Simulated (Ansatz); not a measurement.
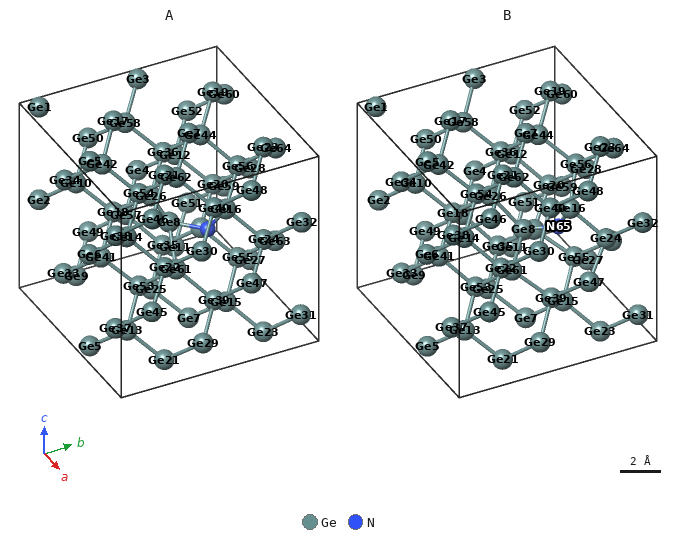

Two geometries of a defect cell of composition Ge$_{64}$N (cell charge −1), drawn at one scale. One is the start of a relaxation, the other its converged end. A ball-and-stick model of the cell of the calculation (origin shifted), seen from a free direction.

Theory: Ansatz 0.2.0, DFT, PBEsol, PAW, plane waves. Set-up: plane-wave cutoff 420 eV; k-point mesh 1 × 1 × 1; mesh shifted by (0.25, 0.25, 0.25); collinear spin; atoms relaxed in a fixed cell; force threshold 0.03 eV/Å; at most 80 steps.

**Which geometry has the lower energy?**

Structure B is the relaxed one. The atoms of the start lie slightly off their symmetric places, so part of the fall in energy undoes that. A Ge atom moves most: 0.91 Å along [2 2 −1]. Largest moves by element: Ge 0.91 Å, N 0.74 Å. The cell doesn't change. Among the contacts that change: Ge–Ge 1.690 → 2.465 Å, Ge–Ge 2.698 → 2.396 Å, Ge–N 2.073 → 1.809 Å, Ge–Ge 2.639 → 2.426 Å. Bond angles that change, for instance: Ge–Ge–N 67.4° → 104.9°, Ge–Ge–Ge 128.8° → 101.3°, Ge–Ge–Ge 128.6° → 104.4°. After 9 geometry steps the energy has fallen by 8.131 eV per cell of the calculation. Largest force component: 23 eV/Å at the start, 0.018 eV/Å at the end. The program noted that the starting moments weren't kept. Cost: 15 s on 1 × NVIDIA GB200 with 8 threads of Arm Neoverse-V2, peak memory 2.1 GiB.

Limits of the set-up: the cell is charged, on a uniform background, and energies carry no finite-size correction.
